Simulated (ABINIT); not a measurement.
## Geometry relaxation, with input and output: ZnS (part 3 of 3)

Continued. System: ZnS (F-43m, 2 atoms in the cell). Method: Kohn-Sham DFT of a periodic cell, LDA, HGH LDA, no spin polarisation (ABINIT 10.8.3); cutoff 761.92 eV, 7×7×7 k-mesh, fermi-dirac of 0.05 eV. The structure derives from an entry of the Crystallography Open Database.

Geometry of the input (Å; fractional positions):
```
0.0000  2.7020  2.7020
2.7020  0.0000  2.7020
2.7020  2.7020  0.0000
Zn 0.7500  0.7500  0.7500
S  0.0000  0.0000  0.0000
```

### Output, continued
```
--- !ResultsGS
iteration_state: {dtset: 1, itime: 5, icycle: 1, }
comment   : Summary of ground state results
lattice_vectors:
- [  0.0000000,   4.7301483,   4.7301483, ]
- [  4.7301483,   0.0000000,   4.7301483, ]
- [  4.7301483,   4.7301483,   0.0000000, ]
lattice_lengths: [   6.68944,    6.68944,    6.68944, ]
lattice_angles: [ 60.000,  60.000,  60.000, ] # degrees, (23, 13, 12)
lattice_volume:   2.1166755E+02
convergence: {deltae: -3.091E-13, res2:  5.855E-13, residm:  2.779E-08, diffor: null, }
etotal    :  -1.14622893E+01
entropy   :   0.00000000E+00
fermie    :   2.18994647E-01
cartesian_stress_tensor: # hartree/bohr^3
- [  8.33209283E-06,   0.00000000E+00,   0.00000000E+00, ]
- [  0.00000000E+00,   8.33209283E-06,   0.00000000E+00, ]
- [  0.00000000E+00,   0.00000000E+00,   8.33209283E-06, ]
pressure_GPa:  -2.4514E-01
xred      :
- [  7.5000E-01,   7.5000E-01,   7.5000E-01, Zn]
- [  0.0000E+00,   0.0000E+00,   0.0000E+00,  S]
cartesian_forces: # hartree/bohr
- [ -0.00000000E+00,  -0.00000000E+00,  -0.00000000E+00, ]
- [ -0.00000000E+00,  -0.00000000E+00,  -0.00000000E+00, ]
force_length_stats: {min:   0.00000000E+00, max:   0.00000000E+00, mean:   0.00000000E+00, }
...

 Integrated electronic density in atomic spheres:
 ------------------------------------------------
 Atom  Sphere_radius  Integrated_density
    1        2.00000          0.84546047
    2        2.00000          4.03746509

---OUTPUT-----------------------------------------------------------------------

 Cartesian coordinates (xcart) [bohr]
  7.09522250247543E+00  7.09522250247542E+00  7.09522250247543E+00
  0.00000000000000E+00  0.00000000000000E+00  0.00000000000000E+00
 Reduced coordinates (xred)
  7.50000000000000E-01  7.50000000000000E-01  7.50000000000000E-01
  0.00000000000000E+00  0.00000000000000E+00  0.00000000000000E+00
 Cartesian forces (fcart) [Ha/bohr]; max,rms= 0.00000E+00 0.00000E+00 (free atoms)
 -0.00000000000000E+00 -0.00000000000000E+00 -0.00000000000000E+00
 -0.00000000000000E+00 -0.00000000000000E+00 -0.00000000000000E+00
 Gradient of E wrt nuclear positions in reduced coordinates (gred)
  0.00000000000000E+00  0.00000000000000E+00  0.00000000000000E+00
  0.00000000000000E+00  0.00000000000000E+00  0.00000000000000E+00
 Scale of Primitive Cell (acell) [bohr]
  6.68943992737034E+00  6.68943992737034E+00  6.68943992737034E+00
 Real space primitive translations (rprimd) [bohr]
  0.00000000000000E+00  4.73014833498362E+00  4.73014833498362E+00
  4.73014833498362E+00  0.00000000000000E+00  4.73014833498362E+00
  4.73014833498362E+00  4.73014833498362E+00  0.00000000000000E+00
 Unitary Cell Volume (ucvol) [Bohr^3]=  2.11667546726989E+02
 Angles (23,13,12)= [degrees]
  6.00000000000000E+01  6.00000000000000E+01  6.00000000000000E+01
 Lengths [Bohr]
  6.68943992737034E+00  6.68943992737034E+00  6.68943992737034E+00
 Stress tensor in cartesian coordinates (strten) [Ha/bohr^3]
  8.33209283335830E-06  0.00000000000000E+00  0.00000000000000E+00
  0.00000000000000E+00  8.33209283335830E-06  0.00000000000000E+00
  0.00000000000000E+00  0.00000000000000E+00  8.33209283335851E-06
 Total energy (etotal) [Ha]= -1.14622893247769E+01

 Difference of energy with previous step (new-old):
           Absolute (Ha)=-1.89915E-04
           Relative     =-1.65688E-05

--- Iteration: ( 6/50) Internal Cycle: (1/1)
--------------------------------------------------------------------------------

---SELF-CONSISTENT-FIELD CONVERGENCE--------------------------------------------

--- !BeginCycle
iteration_state: {dtset: 1, itime: 6, icycle: 1, }
solver: {iscf: 7, nstep: 80, nline: 4, wfoptalg: 0, }
tolerances: {tolvrs: 1.00E-12, }
...

     iter   Etot(hartree)      deltaE(h)  residm     vres2
 ETOT  1  -11.462288623730    -1.146E+01 1.052E-04 2.391E-02
 ETOT  2  -11.462291100431    -2.477E-06 5.538E-07 9.523E-04
 ETOT  3  -11.462291222969    -1.225E-07 3.737E-07 7.006E-05
 ETOT  4  -11.462291227134    -4.165E-09 1.579E-06 4.420E-07
 ETOT  5  -11.462291227148    -1.436E-11 1.152E-06 2.782E-09
 ETOT  6  -11.462291227149    -6.199E-13 4.567E-06 6.790E-11
 ETOT  7  -11.462291227149     2.132E-14 3.033E-06 1.052E-12
 ETOT  8  -11.462291227149    -8.527E-14 1.251E-05 7.772E-15

 At SCF step    8       vres2   =  7.77E-15 < tolvrs=  1.00E-12 =>converged.

 Cartesian components of stress tensor (hartree/bohr^3)
  sigma(1 1)= -1.32027030E-07  sigma(3 2)=  0.00000000E+00
  sigma(2 2)= -1.32027030E-07  sigma(3 1)=  0.00000000E+00
  sigma(3 3)= -1.32027030E-07  sigma(2 1)=  0.00000000E+00

--- !ResultsGS
iteration_state: {dtset: 1, itime: 6, icycle: 1, }
comment   : Summary of ground state results
lattice_vectors:
- [  0.0000000,   4.7266939,   4.7266939, ]
- [  4.7266939,   0.0000000,   4.7266939, ]
- [  4.7266939,   4.7266939,   0.0000000, ]
lattice_lengths: [   6.68455,    6.68455,    6.68455, ]
lattice_angles: [ 60.000,  60.000,  60.000, ] # degrees, (23, 13, 12)
lattice_volume:   2.1120414E+02
convergence: {deltae: -8.527E-14, res2:  7.772E-15, residm:  1.251E-05, diffor: null, }
etotal    :  -1.14622912E+01
entropy   :   0.00000000E+00
fermie    :   2.20069456E-01
cartesian_stress_tensor: # hartree/bohr^3
- [ -1.32027030E-07,   0.00000000E+00,   0.00000000E+00, ]
- [  0.00000000E+00,  -1.32027030E-07,   0.00000000E+00, ]
- [  0.00000000E+00,   0.00000000E+00,  -1.32027030E-07, ]
pressure_GPa:   3.8844E-03
xred      :
- [  7.5000E-01,   7.5000E-01,   7.5000E-01, Zn]
- [  0.0000E+00,   0.0000E+00,   0.0000E+00,  S]
cartesian_forces: # hartree/bohr
- [ -0.00000000E+00,  -0.00000000E+00,  -0.00000000E+00, ]
- [ -0.00000000E+00,  -0.00000000E+00,  -0.00000000E+00, ]
force_length_stats: {min:   0.00000000E+00, max:   0.00000000E+00, mean:   0.00000000E+00, }
...

 Integrated electronic density in atomic spheres:
 ------------------------------------------------
 Atom  Sphere_radius  Integrated_density
    1        2.00000          0.84537294
    2        2.00000          4.03388084

---OUTPUT-----------------------------------------------------------------------

 Cartesian coordinates (xcart) [bohr]
  7.09004084428223E+00  7.09004084428223E+00  7.09004084428223E+00
  0.00000000000000E+00  0.00000000000000E+00  0.00000000000000E+00
 Reduced coordinates (xred)
  7.50000000000000E-01  7.50000000000000E-01  7.50000000000000E-01
  0.00000000000000E+00  0.00000000000000E+00  0.00000000000000E+00
 Cartesian forces (fcart) [Ha/bohr]; max,rms= 0.00000E+00 0.00000E+00 (free atoms)
 -0.00000000000000E+00 -0.00000000000000E+00 -0.00000000000000E+00
 -0.00000000000000E+00 -0.00000000000000E+00 -0.00000000000000E+00
 Gradient of E wrt nuclear positions in reduced coordinates (gred)
  0.00000000000000E+00  0.00000000000000E+00  0.00000000000000E+00
  0.00000000000000E+00  0.00000000000000E+00  0.00000000000000E+00
 Scale of Primitive Cell (acell) [bohr]
  6.68455461317541E+00  6.68455461317541E+00  6.68455461317541E+00
 Real space primitive translations (rprimd) [bohr]
  0.00000000000000E+00  4.72669389618815E+00  4.72669389618815E+00
  4.72669389618815E+00  0.00000000000000E+00  4.72669389618815E+00
  4.72669389618815E+00  4.72669389618815E+00  0.00000000000000E+00
 Unitary Cell Volume (ucvol) [Bohr^3]=  2.11204141350444E+02
 Angles (23,13,12)= [degrees]
  6.00000000000000E+01  6.00000000000000E+01  6.00000000000000E+01
 Lengths [Bohr]
  6.68455461317541E+00  6.68455461317541E+00  6.68455461317541E+00
 Stress tensor in cartesian coordinates (strten) [Ha/bohr^3]
 -1.32027030108422E-07  0.00000000000000E+00  0.00000000000000E+00
  0.00000000000000E+00 -1.32027030108313E-07  0.00000000000000E+00
  0.00000000000000E+00  0.00000000000000E+00 -1.32027030108530E-07
 Total energy (etotal) [Ha]= -1.14622912271490E+01

 Difference of energy with previous step (new-old):
           Absolute (Ha)=-1.90237E-06
           Relative     =-1.65968E-07

 At Broyd/MD step   6, gradients are converged :
  max grad (force/stress) = 1.3203E-05 < tolmxf= 2.0000E-05 ha/bohr (free atoms)

================================================================================

 ----iterations are completed or convergence reached----

 Mean square residual over all n,k,spin=   78.173E-09; max=  12.508E-06
 reduced coordinates (array xred) for    2 atoms
       0.750000000000      0.750000000000      0.750000000000
       0.000000000000      0.000000000000      0.000000000000
 rms dE/dt=  0.0000E+00; max dE/dt=  0.0000E+00; dE/dt below (all hartree)
    1       0.000000000000      0.000000000000      0.000000000000
    2       0.000000000000      0.000000000000      0.000000000000

 cartesian coordinates (angstrom) at end:
    1      3.75188803662030     3.75188803662030     3.75188803662030
    2      0.00000000000000     0.00000000000000     0.00000000000000

 cartesian forces (hartree/bohr) at end:
    1     -0.00000000000000    -0.00000000000000    -0.00000000000000
    2     -0.00000000000000    -0.00000000000000    -0.00000000000000
 frms,max,avg= 0.0000000E+00 0.0000000E+00   0.000E+00  0.000E+00  0.000E+00 h/b

 cartesian forces (eV/Angstrom) at end:
    1     -0.00000000000000    -0.00000000000000    -0.00000000000000
    2     -0.00000000000000    -0.00000000000000    -0.00000000000000
 frms,max,avg= 0.0000000E+00 0.0000000E+00   0.000E+00  0.000E+00  0.000E+00 e/A
 length scales=  6.684554613175  6.684554613175  6.684554613175 bohr
              =  3.537313963929  3.537313963929  3.537313963929 angstroms
 Fermi (or HOMO) energy (hartree) =   0.22007   Average Vxc (hartree)=  -0.34728
 Eigenvalues (hartree) for nkpt=  20  k points:
 kpt#   1, nband=  8, wtk=  0.00292, kpt=  0.0000  0.0000  0.0000 (reduced coord)
  -0.35460    0.16121    0.16121    0.16121    0.31885    0.42109    0.42109    0.42109
      occupation numbers for kpt#   1
   2.00000    2.00000    2.00000    2.00000    0.00000    0.00000    0.00000    0.00000
 prteigrs : prtvol=0 or 1, do not print more k-points.

--- !EnergyTerms
iteration_state     : {dtset: 1, itime: 6, icycle: 1, }
comment             : Components of total free energy in Hartree
kinetic             :  4.59944808104558E+00
hartree             :  1.45040073968296E+00
xc                  : -2.81369020540190E+00
Ewald energy        : -1.07179008571215E+01
psp_core            :  1.16845496836757E-01
local_psp           : -6.19221019688531E+00
non_local_psp       :  2.09481571469445E+00
internal            : -1.14622912271490E+01
'-kT*entropy'       :  6.26635405992690E-16
total_energy        : -1.14622912271490E+01
total_energy_eV     : -3.11904833845871E+02
band_energy         : -2.72417765738567E-01
...

 Cartesian components of stress tensor (hartree/bohr^3)
  sigma(1 1)= -1.32027030E-07  sigma(3 2)=  0.00000000E+00
  sigma(2 2)= -1.32027030E-07  sigma(3 1)=  0.00000000E+00
  sigma(3 3)= -1.32027030E-07  sigma(2 1)=  0.00000000E+00

-Cartesian components of stress tensor (GPa)         [Pressure=  3.8844E-03 GPa]
- sigma(1 1)= -3.88436933E-03  sigma(3 2)=  0.00000000E+00
- sigma(2 2)= -3.88436933E-03  sigma(3 1)=  0.00000000E+00
- sigma(3 3)= -3.88436933E-03  sigma(2 1)=  0.00000000E+00

== END DATASET(S) ==============================================================
================================================================================

 -outvars: echo values of variables after computation  --------
            acell      6.6845546132E+00  6.6845546132E+00  6.6845546132E+00 Bohr
           etotal     -1.1462291227E+01
            fcart     -0.0000000000E+00 -0.0000000000E+00 -0.0000000000E+00
                      -0.0000000000E+00 -0.0000000000E+00 -0.0000000000E+00
            rprim      0.0000000000E+00  7.0710678119E-01  7.0710678119E-01
                       7.0710678119E-01  0.0000000000E+00  7.0710678119E-01
                       7.0710678119E-01  7.0710678119E-01  0.0000000000E+00
           strten     -1.3202703011E-07 -1.3202703011E-07 -1.3202703011E-07
                       0.0000000000E+00  0.0000000000E+00  0.0000000000E+00
           xangst      3.7518880366E+00  3.7518880366E+00  3.7518880366E+00
                       0.0000000000E+00  0.0000000000E+00  0.0000000000E+00
             xred      7.5000000000E-01  7.5000000000E-01  7.5000000000E-01
                       0.0000000000E+00  0.0000000000E+00  0.0000000000E+00
 Calculation completed.
```

### Trajectory as extended XYZ (Å, eV, eV/Å), 6 frames, from step=0 to step=5
```
2
Lattice="0.0000 2.7020 2.7020 2.7020 0.0000 2.7020 2.7020 2.7020 0.0000" Properties=species:S:1:pos:R:3:forces:R:3 step=0 energy=-311.40572
Zn    4.0530    4.0530    4.0530    0.0000   0.0000   0.0000
S     0.0000    0.0000    0.0000    0.0000   0.0000   0.0000
2
Lattice="0.0000 2.6582 2.6582 2.6582 0.0000 2.6582 2.6582 2.6582 0.0000" Properties=species:S:1:pos:R:3:forces:R:3 step=1 energy=-311.58236
Zn    3.9873    3.9873    3.9873    0.0000   0.0000   0.0000
S     0.0000    0.0000    0.0000    0.0000   0.0000   0.0000
2
Lattice="0.0000 2.4343 2.4343 2.4343 0.0000 2.4343 2.4343 2.4343 0.0000" Properties=species:S:1:pos:R:3:forces:R:3 step=2 energy=-311.82560
Zn    3.6515    3.6515    3.6515    0.0000   0.0000   0.0000
S     0.0000    0.0000    0.0000    0.0000   0.0000   0.0000
2
Lattice="0.0000 2.5194 2.5194 2.5194 0.0000 2.5194 2.5194 2.5194 0.0000" Properties=species:S:1:pos:R:3:forces:R:3 step=3 energy=-311.89961
Zn    3.7791    3.7791    3.7791    0.0000   0.0000   0.0000
S     0.0000    0.0000    0.0000    0.0000   0.0000   0.0000
2
Lattice="0.0000 2.5031 2.5031 2.5031 0.0000 2.5031 2.5031 2.5031 0.0000" Properties=species:S:1:pos:R:3:forces:R:3 step=4 energy=-311.90478
Zn    3.7546    3.7546    3.7546    0.0000   0.0000   0.0000
S     0.0000    0.0000    0.0000    0.0000   0.0000   0.0000
2
Lattice="0.0000 2.5013 2.5013 2.5013 0.0000 2.5013 2.5013 2.5013 0.0000" Properties=species:S:1:pos:R:3:forces:R:3 step=5 energy=-311.90483
Zn    3.7519    3.7519    3.7519    0.0000   0.0000   0.0000
S     0.0000    0.0000    0.0000    0.0000   0.0000   0.0000
```

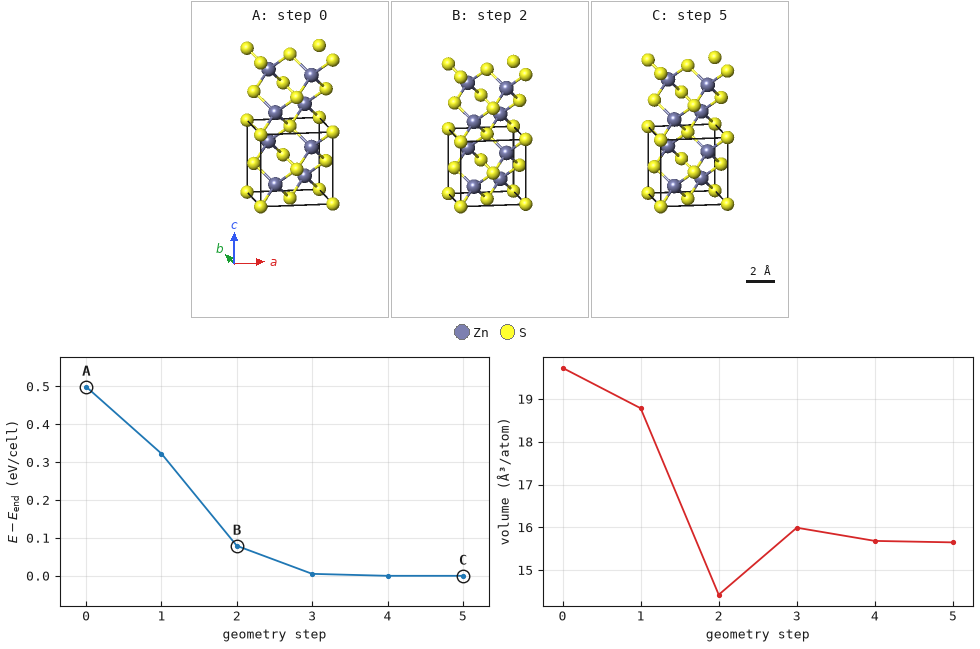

Fig. 1: Frames of the relaxation (ball-and-stick view of the cell 4 times as large as that of the calculation, set on its symmetry axes, repeated 1 × 1 × 2, seen slightly off an axis) above the curves, on which the letters mark them (steps are counted from 0).

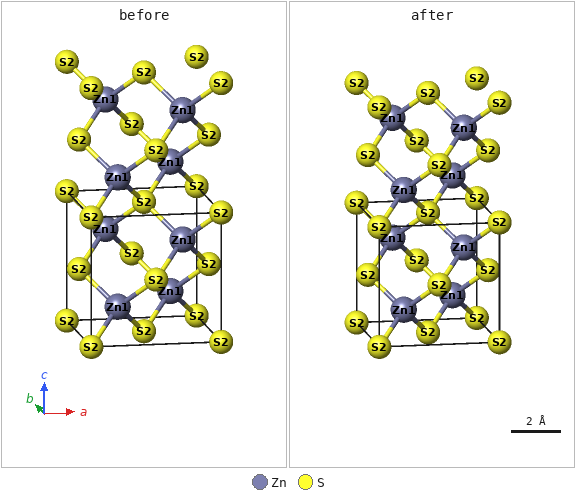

Fig. 2: Before (left) and after (right) the relaxation, at one scale (ball-and-stick view of the cell 4 times as large as that of the calculation, set on its symmetry axes, repeated 1 × 1 × 2, seen slightly off an axis). No atom moves by more than 0.005 Å relative to the cell. The drawn cell changes as follows: a = b = c 5.404 → 5.003 Å (−7.4 %); the volume changes by −20.7 %. Among the contacts that change: Zn1–S2 2.340 → 2.166 Å. The space group stays F-43m (No. 216). The energy falls by 0.499 eV per cell of the calculation in 5 geometry steps. All forces vanish by symmetry, so only the cell relaxes. (Atoms are counted from 1 in the order of the input.)

### Results in brief

| quantity | value |
| --- | --- |
| outcome | converged |
| space group (tolerance 0.01 Å) | F-43m (216) |
| electrons treated | 8 |
| free energy | −311.9048 eV |
| Fermi energy | 5.988 eV |
| gap on the k-point mesh | 3.32 eV |
| pressure | 0.00 GPa |
| final volume | 31.30 Å³ |
| largest force (length of the vector) at the end | under 0.001 eV/Å |
| final cell | a = 3.537 Å, b = 3.537 Å, c = 3.537 Å, α = 60.00°, β = 60.00°, γ = 60.00° |
| wall time | 58 s |
| peak memory | 0.07 GiB |
